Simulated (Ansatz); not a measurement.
## Single-point calculation of Rh

- system: Rh (P6₃/mmc, 2 atoms in the cell)
- method: DFT r2SCAN, scalar-relativistic, plane waves, PAW, no spin polarisation (Ansatz 0.2.0)

The structure derives from a Materials Project entry. It belongs to a series of runs on one base structure; here: strain -0.030 along x and y, +0.015 along z, atoms carried along. Figures and captions count atoms from 1; the log counts them from 0 in places.

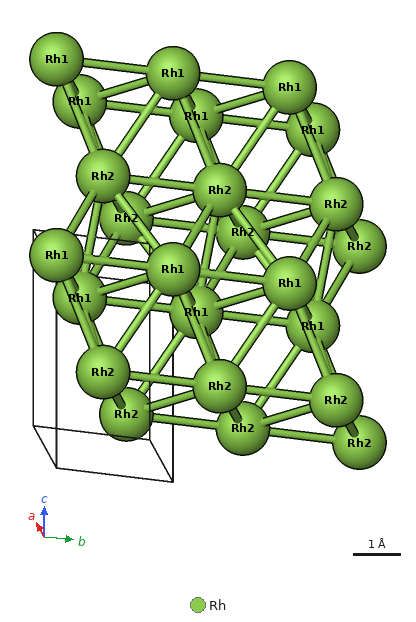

**Figure 1.** The structure as given in the input (ball-and-stick view of the cell of the calculation, repeated 2 × 3 × 2, seen at an oblique angle; atoms are numbered from 1 in the order of the input). An atom can appear more than once, as a periodic image.

**Input**
```yaml
crystal:
  lattice:
    - [2.649049671, 0.0, 0.0]
    - [-1.3245248355, 2.2941443109, 0.0]
    - [0.0, 0.0, 4.494916335]
  atoms:
    - { symbol: Rh, position: [0.6666666667, 0.3333333333, 0.75] }
    - { symbol: Rh, position: [0.3333333333, 0.6666666667, 0.25] }
basis:
  ecutwfc: 500
kpoints:
  mp_grid: { grid: [18, 18, 12] }
hamiltonian:
  xc: r2scan
scf:
  occupations: { method: gaussian, width: 0.15 }
output:
  forces: true
  stress: true
  eigenvalues: true
  write_density: true
  write_potential: true
  elf: true
  volumetric_format: npy
```

Machine: 1 thread of Intel Xeon (Sapphire Rapids), 32 GiB of memory available, shared host.

Launch command:
```bash
ansatz run input.yaml --threads 1 --pin off --max-ram 2560MiB --backend cpu --events-out ev --progress --plain --runs-dir out
```

**The program's output**
```
Engine: ansatz 0.2.0, x86_64-unknown-linux-gnu
Pseudopotentials: kind: paw
Pseudopotential: Rh, paw, valence charge 17, recommended cutoff 500 eV (meta_gga), Rh.paw.azcp
Functional definition: r2SCAN
  parameter k0 = 0.174
  parameter k1 = 0.065
  parameter a1 = 4.9479
  exchange = r2scan_x(k0 = k0, k1 = k1, a1 = a1)
  correlation = r2scan_c
Crystal: 2 atoms, lattice volume = 27.317 Å³
Basis set: ecut = 500 eV, 701 PW (Γ), exchange–correlation on 80×80×144 points (64 copies of the dense FFT grid, shifted against one another)
Bands: 21, of which v1, the nominal top of the filled ones, is band 17 counted from 1 (16 counted from 0)
Symmetry: 24 space group operations
Space group: P63/mmc (ITA 194), of the structure as read, at distance tolerance 3.0e-5 Å
k-points: 259 of 3888
Non-local potential: Rh, projectors of the file, l = 0: 3, l = 1: 2, l = 2: 2, l = 3: 1
PAW form: soft (Blöchl's): semilocal exchange-correlation on the pseudo side does not see the compensation charge
PAW frozen core: Rh, regenerated for the run's functional (the file was generated under x = pbe(κ = 0.804, μ = 0.2195149727645171), c = pbe(β = 0.06672455060314922))
PAW one-centre angular grid: Rh, 590 points (default); XC on 160 Gauss nodes
Initial density: superposition of atomic densities (neutral atoms: chi_scale 0, normalization atom), corrected by the library's trained network
Initial wavefunctions: pseudopotential atomic-orbital guess
Functional: x = r2scan, c = r2scan; τ floored in thin density (d = 2e-4 eV/Å³)
SCF iter   1: F=—  HF=-12830.406315 eV  |F-HF|=—  |Δ(HF+E_count)|=         —  Δρ=1.11e-2  dr2=8.22e-3  dr2_τ=1.44e-2  ethr=1.77e-3  ⟨swp⟩=5.1  Hψ=22032  notcnv=0
preconditioner: auto → Kerker (q_TF=auto, 2.830 Å⁻¹)  [metal: Δε(μ)=0.009 eV  Ē_g=7.958 eV  σ=0.150 eV  W_gap=0.03  n_scr=10 (ndim 8)  ℏωp=30.1 eV  f_vac=0.000  D(μ)=3.11/eV (n_scr^D=36)]
SCF iter   2: F=—  HF=-12830.428219 eV  |F-HF|=—  |Δ(HF+E_count)|=   2.19e-2  Δρ=6.69e-3  dr2=4.01e-3  dr2_τ=5.02e-4  ethr=2.42e-5  ⟨swp⟩=2.0  Hψ=9806  notcnv=0
SCF iter   3: F=—  HF=-12830.429912 eV  |F-HF|=—  |Δ(HF+E_count)|=   1.69e-3  Δρ=7.13e-4  dr2=5.99e-5  dr2_τ=7.07e-5  ethr=1.18e-5  ⟨swp⟩=2.0  Hψ=7602  notcnv=0
SCF iter   4: F=—  HF=-12830.429995 eV  |F-HF|=—  |Δ(HF+E_count)|=   8.29e-5  Δρ=2.66e-4  dr2=5.00e-6  dr2_τ=4.66e-6  ethr=1.76e-7  ⟨swp⟩=2.0  Hψ=9899  notcnv=0
SCF iter   5: F=—  HF=-12830.430000 eV  |F-HF|=—  |Δ(HF+E_count)|=   5.21e-6  Δρ=6.11e-5  dr2=7.55e-7  dr2_τ=7.89e-8  ethr=1.47e-8  ⟨swp⟩=2.0  Hψ=7660  notcnv=0
SCF iter   6: F=-12830.430001 eV  HF=-12830.430001 eV  |F-HF|=5.21e-8  |Δ(HF+E_count)|=   7.03e-7  Δρ=1.87e-5  dr2=7.81e-8  dr2_τ=6.44e-9  ethr=2.94e-10  ⟨swp⟩=6.3  Hψ=35283  notcnv=0
SCF 1 converged in 6 iterations: F = -12830.430001 eV  dr2 = 7.81e-8
  greatest PAW one-centre occupation: 1.000 electrons in one spin orbital (limit 2), on the Rh atom at site 1 (counted from 0), in its partial waves of l = 0
```

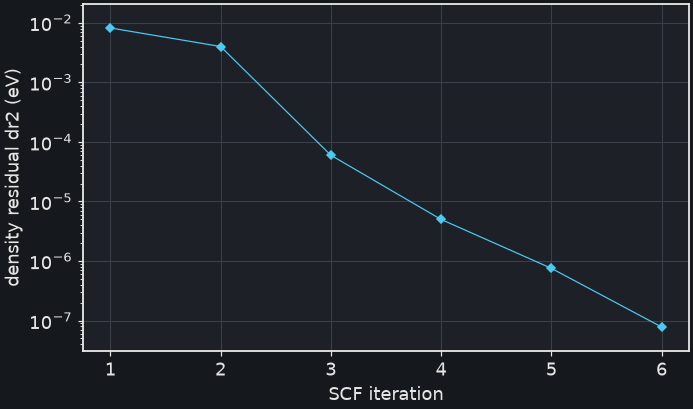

**Figure 2.** Convergence of the self-consistent field: density residual dr2 against the SCF iteration. The residual falls at every step.

```
SCF converged after 6 iterations
Free energy (F): -12830.430001 eV
Harris-Foulkes:  -12830.430001 eV  (|F-HF|=5.21e-8)
Internal energy: -12830.395116 eV  (E = F + TS)
E sigma→0 (E₀):  -12830.412558 eV
Entropy (-TS):   -0.034885 eV (-17.442 meV/atom)
Fermi energy:    22.456253 eV
--- Per-component energies (eV) ---
  E_band       = -198.616654
  E_kinetic    = 1147.190645
  E_local      = -3115.677016  (includes V_loc(G=0)·N_el)
  E_nonlocal   = 711.066166
  E_hartree    = 1097.266280
  E_xc         = -433.806659
  E_vxc        = -628.562798  (∫ρ·V_xc dr)
  E_paw        = -7208.584644  (= ΣΔE_a)
  E_vpaw       = -549.685523  (= ΣTr[D̂ρ^β])
  E_aug_tail   = 0.001298  (compensation charges beyond the density's cutoff)
  E_vtau       = 42.530392  (kinetic-family band-sum trace: ∫τ·v_τ [+ j·A + Jᵃ·Aᵃ] dr)
  E_ewald      = -5027.111267
  E_core_change = -0.739919  (= ΣΔE_core)
  E_smearing   = -0.034885  (= −TS)
  E_closure    = -0.000000  (closes the sum)
  Σ components = -12830.430001   (vs F -12830.430001, Δ=0.00e0)
--- Forces (eV/Å), atoms counted from 1 ---
  atom   1  Rh    -0.00000000    -0.00000000    -0.00000000
  atom   2  Rh    -0.00000000     0.00000000     0.00000000
  max |Σ_I F_I| component: 1.85e-17 eV/Å
--- Stress (GPa, compression-positive) ---
        7.405148      -0.000000      -0.000000
        0.000000       7.405148      -0.000000
       -0.000000      -0.000000      -6.233838
  P = ⅓ Tr σ = 2.8588 GPa (28.588 kbar)
--- Band table (eV; the first three rows and the last of 259) ---
  k-point 0: bands = ["-58.7427", "-58.6354", "-26.1045", "-25.4509", "-25.4509", "-25.3854", "-25.3630", "-25.3630", "14.1981", "16.0124", "18.8669", "19.3168", "19.3168", "19.7680", "19.7680", "20.8168", "20.8168", "22.6487", "22.6487", "22.8897", "30.9378"]
  k-point 1: bands = ["-58.7409", "-58.6373", "-26.0927", "-25.4494", "-25.4494", "-25.3980", "-25.3645", "-25.3645", "14.2674", "16.0280", "18.8453", "19.2997", "19.2997", "19.7438", "19.7438", "20.8755", "20.8755", "22.6218", "22.6392", "22.6392", "31.2891"]
  k-point 2: bands = ["-58.7356", "-58.6427", "-26.0578", "-25.4450", "-25.4450", "-25.4350", "-25.3689", "-25.3689", "14.4700", "16.0699", "18.7873", "19.2610", "19.2610", "19.6764", "19.6764", "21.0359", "21.0359", "21.9432", "22.6059", "22.6059", "32.2170"]
  k-point 258: bands = ["-58.5777", "-58.5777", "-25.9951", "-25.9951", "-25.8867", "-25.8867", "-25.5302", "-25.5302", "17.4926", "17.4926", "18.0504", "18.0504", "19.1805", "19.1805", "20.4458", "20.4458", "22.7595", "22.7595", "30.7102", "30.7102", "32.8099"]
```

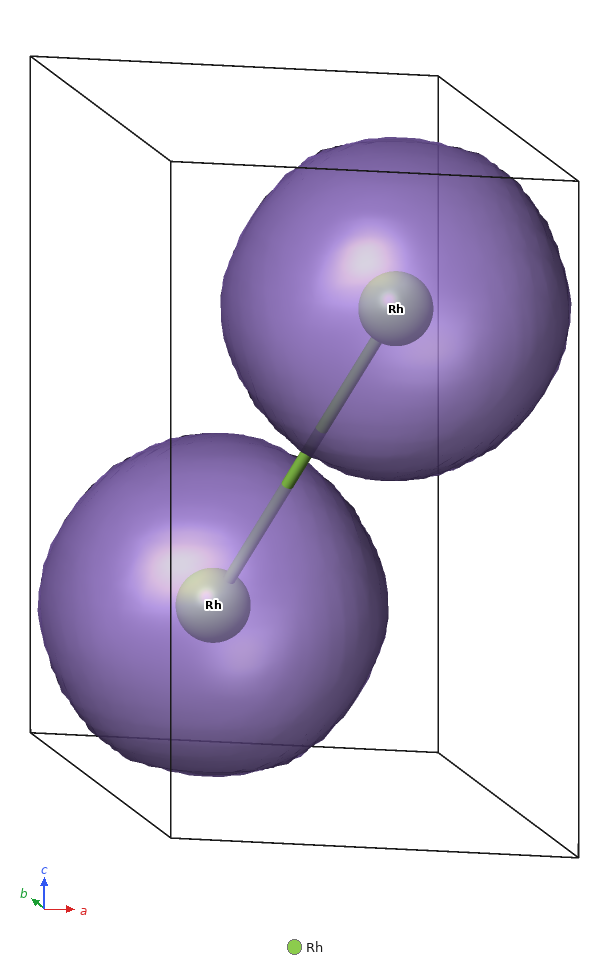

**Figure 3.** Isosurface of the valence pseudo-density at 0.5 e/Å³ (purple), seen slightly off an axis. Sticks mark near contacts. The outline is the cell set on symmetry axes. At this value the density breaks into separate islands; it holds about 85 % of the electrons treated as valence (semicore included). It is pinched off along the Rh–Rh (2.65 Å) and Rh–Rh (2.72 Å) contacts. On the grid the lowest density along these lines, outside the cores, is 0.39 e/Å³ (Rh–Rh, 2.65 Å) and 0.35 e/Å³ (Rh–Rh, 2.72 Å). Core electrons are frozen (PAW), so the fields are smoothed inside the atomic spheres.

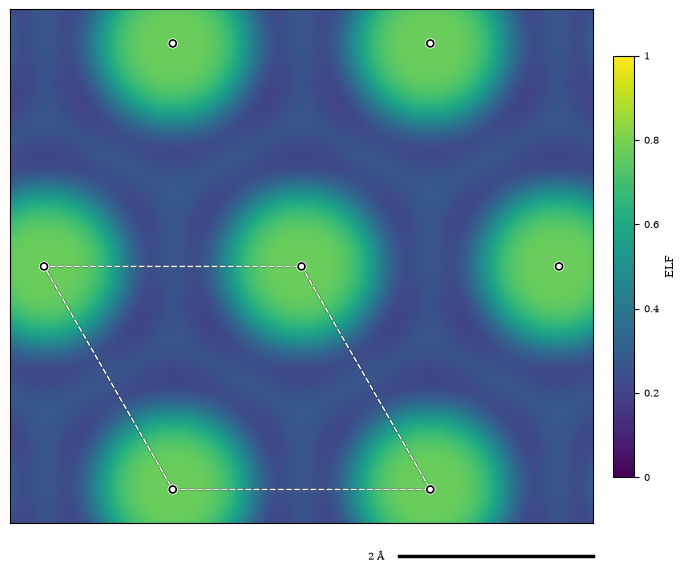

**Figure 4.** ELF on the (001) plane of the conventional cell. Circles mark the nuclei in the plane (Rh). Atoms in the plane: Rh. Rh–Rh (2.65 Å): the ELF is about 0.25 at the midpoint; no localised pair between them. The strong features right at Rh lie inside the PAW spheres (semicore, d or f shells) and say nothing about bonding.

**Summary**

| quantity | value |
| --- | --- |
| outcome | converged |
| space group (tolerance 0.01 Å) | P6₃/mmc (194) |
| electrons treated | 34 |
| free energy | −12830.4300 eV |
| Fermi energy | 22.456 eV |
| gap on the k-point mesh | none (metallic) |
| pressure | 2.86 GPa |
| largest force (length of the vector) | under 0.001 eV/Å |
| wall time | 13 s |
| peak memory | 0.51 GiB |
